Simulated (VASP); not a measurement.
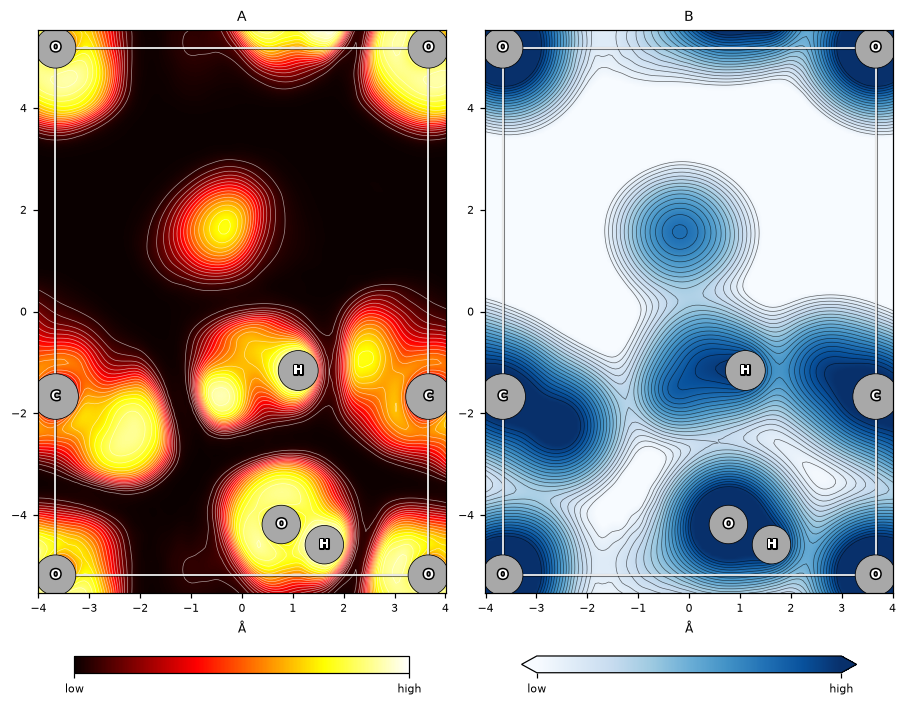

H$_{18}$CO$_{10}$ (amorphous cell): 2 fields on the (011) plane of the calculation cell, with unlabelled colour scales. Grey discs cover the atomic cores.

Not relaxed (largest force 1.9 eV/Å).

These are results of VASP, Kohn-Sham DFT of a periodic cell, PBE, VASP PAW PBE potentials, recommended, not measurements.

> Match the panels to the quantities (electron localisation function and valence pseudo-density).

Panel A: electron localisation function. Panel B: valence pseudo-density. From the grid: O–H (0.95 Å): ρ is about 4 e/Å³ halfway; the ELF climbs to about 1 towards the hydrogen, as it does in any bond to H (a covalent bond by its length).
